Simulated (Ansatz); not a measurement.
**Two runs on PtSe$_{2}$**

System: PtSe$_{2}$ (P-3m1, 3 atoms in the cell).
Method of run A: DFT, PBE, plane waves, PAW, no spin polarisation (Ansatz 0.2.0).

The structure was built on a prototype by a generator. The geometry comes from this level: r2scan-rvv10. Text and figures count atoms from 1; the logs count them from 0 in places.

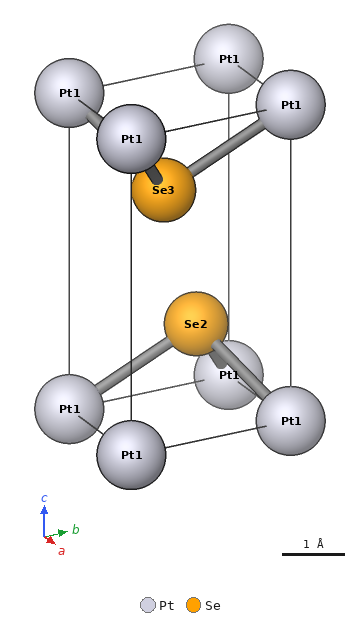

The input geometry (ball-and-stick view of the cell of the calculation, seen slightly off an axis; atoms are numbered from 1 in the order of the input). Near neighbours in the crystal (not all of them lie inside the picture): Pt has 6 Se at 2.51 Å; Se has 3 Pt at 2.51 Å.

**Input file, run A**
```yaml
crystal:
  lattice:
    - [3.7286503858, 0.0, 0.0]
    - [-1.8643251929, 3.229105956, 0.0]
    - [0.0, 0.0, 5.2771564047]
  atoms:
    - { symbol: Pt, position: [0.0, 0.0, 0.0] }
    - { symbol: Se, position: [0.3333333333, 0.6666666667, 0.2462189036] }
    - { symbol: Se, position: [0.6666666667, 0.3333333333, 0.7537810964] }
kpoints:
  mp_grid: { grid: [6, 6, 4] }
hamiltonian:
  xc: pbe
scf:
  occupations: { method: fermi_dirac, width: 0.02 }
  n_extra_bands: 4
output:
  forces: true
  stress: true
  eigenvalues: true
basis:
  ecutwfc: 600
```

Launched with:
```bash
ansatz run input.yaml --threads 4 --pin off --max-ram 3686MiB --backend cpu --events-out ev --progress --plain --runs-dir out
```

Hardware: 4 threads of an x86-64 CPU, shared host.

**Output, shortened to warnings, some set-up lines, iterations and results (run A)**
```
Basis set: ecut = 600 eV, 2139 PW (Γ), exchange–correlation on 60×60×90 points (8 copies of the dense FFT grid, shifted against one another)
Symmetry: 12 space group operations
k-points: 24 of 144
Initial density: superposition of atomic densities (neutral atoms: chi_scale 0, normalization atom), corrected by the library's trained network
[...]
SCF iter   1: F=—  HF=-23462.317308 eV  |F-HF|=—  |Δ(HF+E_count)|=         —  Δρ=2.99e-3  dr2=4.26e-3  ethr=1.77e-3  ⟨swp⟩=6.5  Hψ=2669  notcnv=0
SCF iter   2: F=—  HF=-23462.319482 eV  |F-HF|=—  |Δ(HF+E_count)|=   2.17e-3  Δρ=1.55e-3  dr2=2.28e-3  ethr=8.53e-6  ⟨swp⟩=2.0  Hψ=1505  notcnv=0
SCF iter   3: F=—  HF=-23462.319043 eV  |F-HF|=—  |Δ(HF+E_count)|=   4.39e-4  Δρ=3.14e-4  dr2=7.02e-5  ethr=4.56e-6  ⟨swp⟩=2.0  Hψ=999  notcnv=0
SCF iter   4: F=—  HF=-23462.319038 eV  |F-HF|=—  |Δ(HF+E_count)|=   4.61e-6  Δρ=3.76e-5  dr2=6.32e-7  ethr=1.40e-7  ⟨swp⟩=2.0  Hψ=1217  notcnv=0
SCF iter   5: F=-23462.319039 eV  HF=-23462.319039 eV  |F-HF|=6.22e-9  |Δ(HF+E_count)|=   8.96e-7  Δρ=8.92e-6  dr2=6.72e-8  ethr=1.26e-9  ⟨swp⟩=2.3  Hψ=1089  notcnv=0
SCF iter   6: F=-23462.319039 eV  HF=-23462.319039 eV  |F-HF|=3.89e-9  |Δ(HF+E_count)|=   2.44e-8  Δρ=3.32e-6  dr2=1.29e-8  ethr=1.34e-10  ⟨swp⟩=2.1  Hψ=2666  notcnv=0
SCF 1 converged in 6 iterations: F = -23462.319039 eV  dr2 = 1.29e-8
SCF converged after 6 iterations
Free energy (F): -23462.319039 eV
Harris-Foulkes:  -23462.319039 eV  (|F-HF|=3.89e-9)
Internal energy: -23462.318322 eV  (E = F + TS)
E sigma→0 (E₀):  -23462.318680 eV
Entropy (-TS):   -0.000717 eV (-0.239 meV/atom)
Fermi energy:    12.504004 eV
--- Per-component energies (eV) ---
  E_band       = -994.618465
  E_kinetic    = 874.509167
  E_local      = -7041.755145  (includes V_loc(G=0)·N_el)
  E_nonlocal   = -990.514302
  E_hartree    = 3258.149485
  E_xc         = -470.544475
  E_vxc        = -499.713193  (∫ρ·V_xc dr)
  E_paw        = -13277.937172  (= ΣΔE_a)
  E_vpaw       = 146.558586  (= ΣTr[D̂ρ^β])
  E_aug_tail   = -0.000154  (compensation charges beyond the density's cutoff)
  E_ewald      = -5814.225727
  E_smearing   = -0.000717  (= −TS)
  E_closure    = 0.000000  (closes the sum)
  Σ components = -23462.319039   (vs F -23462.319039, Δ=0.00e0)
--- Forces (eV/Å), atoms counted from 1 ---
  atom   1  Pt     0.00000000     0.00000000     0.00000000
  atom   2  Se     0.00000000    -0.00000000     0.16928485
  atom   3  Se    -0.00000000     0.00000000    -0.16928485
  max |Σ_I F_I| component: 2.78e-17 eV/Å
--- Stress (GPa, compression-positive) ---
        4.368620      -0.000000      -0.000000
       -0.000000       4.368620      -0.000000
       -0.000000       0.000000       2.585277
  P = ⅓ Tr σ = 3.7742 GPa (37.742 kbar)
```

The input of run B differs as follows (lines with − go, lines with + come):
```diff
+  mixing: { preconditioner: none }
-basis:
-  ecutwfc: 600
```

How does run B compare with run A?

The free energy of run B is 1.3 meV per atom higher, which comes mainly from the change of cutoff or grids; a solver setting shouldn't move a converged energy. More plane waves can only lower the energy of a fixed Hamiltonian, so the higher cutoff gives the lower value. The number of SCF iterations is the same. The plane waves at Γ go from 2139 to 1241.

**Output, shortened to warnings, some set-up lines, iterations and results (run B)**
```
Basis set: ecut = 420 eV, 1241 PW (Γ), exchange–correlation on 50×50×72 points (8 copies of the dense FFT grid, shifted against one another)
Symmetry: 12 space group operations
k-points: 24 of 144
Initial density: superposition of atomic densities (neutral atoms: chi_scale 0, normalization atom), corrected by the library's trained network
[...]
SCF iter   1: F=—  HF=-23462.313337 eV  |F-HF|=—  |Δ(HF+E_count)|=         —  Δρ=3.02e-3  dr2=4.22e-3  ethr=1.77e-3  ⟨swp⟩=6.4  Hψ=2679  notcnv=0
SCF iter   2: F=—  HF=-23462.315793 eV  |F-HF|=—  |Δ(HF+E_count)|=   2.46e-3  Δρ=2.18e-3  dr2=6.01e-3  ethr=8.44e-6  ⟨swp⟩=2.0  Hψ=1310  notcnv=0
SCF iter   3: F=—  HF=-23462.314963 eV  |F-HF|=—  |Δ(HF+E_count)|=   8.30e-4  Δρ=1.12e-3  dr2=6.96e-4  ethr=8.44e-6  ⟨swp⟩=2.0  Hψ=991  notcnv=0
SCF iter   4: F=—  HF=-23462.315008 eV  |F-HF|=—  |Δ(HF+E_count)|=   4.46e-5  Δρ=3.42e-4  dr2=3.12e-5  ethr=1.39e-6  ⟨swp⟩=2.0  Hψ=855  notcnv=0
SCF iter   5: F=—  HF=-23462.315000 eV  |F-HF|=—  |Δ(HF+E_count)|=   8.07e-6  Δρ=6.67e-5  dr2=9.51e-7  ethr=6.25e-8  ⟨swp⟩=2.0  Hψ=957  notcnv=0
SCF iter   6: F=-23462.315003 eV  HF=-23462.315003 eV  |F-HF|=1.24e-7  |Δ(HF+E_count)|=   2.65e-6  Δρ=1.40e-5  dr2=6.78e-8  ethr=2.00e-10  ⟨swp⟩=3.0  Hψ=2951  notcnv=0
SCF 1 converged in 6 iterations: F = -23462.315003 eV  dr2 = 6.78e-8
SCF converged after 6 iterations
Free energy (F): -23462.315003 eV
Harris-Foulkes:  -23462.315003 eV  (|F-HF|=1.24e-7)
Internal energy: -23462.314286 eV  (E = F + TS)
E sigma→0 (E₀):  -23462.314644 eV
Entropy (-TS):   -0.000717 eV (-0.239 meV/atom)
Fermi energy:    12.504033 eV
--- Per-component energies (eV) ---
  E_band       = -994.520430
  E_kinetic    = 874.468225
  E_local      = -7041.726892  (includes V_loc(G=0)·N_el)
  E_nonlocal   = -990.556951
  E_hartree    = 3258.131708
  E_xc         = -470.532221
  E_vxc        = -499.697722  (∫ρ·V_xc dr)
  E_paw        = -13277.871484  (= ΣΔE_a)
  E_vpaw       = 146.727667  (= ΣTr[D̂ρ^β])
  E_aug_tail   = -0.000945  (compensation charges beyond the density's cutoff)
  E_ewald      = -5814.225727
  E_smearing   = -0.000717  (= −TS)
  E_closure    = -0.000000  (closes the sum)
  Σ components = -23462.315003   (vs F -23462.315003, Δ=0.00e0)
--- Forces (eV/Å), atoms counted from 1 ---
  atom   1  Pt     0.00000000     0.00000000     0.00000000
  atom   2  Se     0.00000000    -0.00000000     0.17003567
  atom   3  Se    -0.00000000     0.00000000    -0.17003567
  max |Σ_I F_I| component: 5.78e-18 eV/Å
--- Stress (GPa, compression-positive) ---
        4.374617      -0.000000      -0.000000
       -0.000000       4.374617       0.000000
       -0.000000       0.000000       2.590880
  P = ⅓ Tr σ = 3.7800 GPa (37.800 kbar)
```

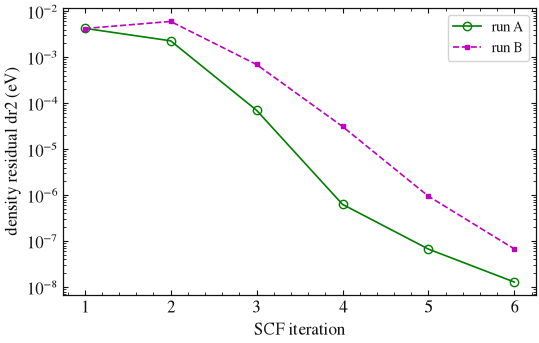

Convergence of the two runs: density residual dr2 against the SCF iteration. Run A takes 6 iterations in all, and run B takes 6.

**The two runs side by side**

| quantity | run A | run B |
| --- | --- | --- |
| outcome | converged | converged |
| free energy per atom (eV) | −7820.7730 | −7820.7717 |
| gap on the mesh (eV) | 0.00 | 0.00 |
| pressure (GPa) | 3.77 | 3.78 |
| largest force (eV/Å) | 0.169 | 0.170 |
| SCF iterations | 6 | 6 |
| irreducible k-points | 24 | 24 |
| plane waves at Γ | 2139 | 1241 |
| wall time (shared host) | 8.8 s | 5.8 s |

For both runs: Spin–orbit coupling is left out, which matters for Pt.
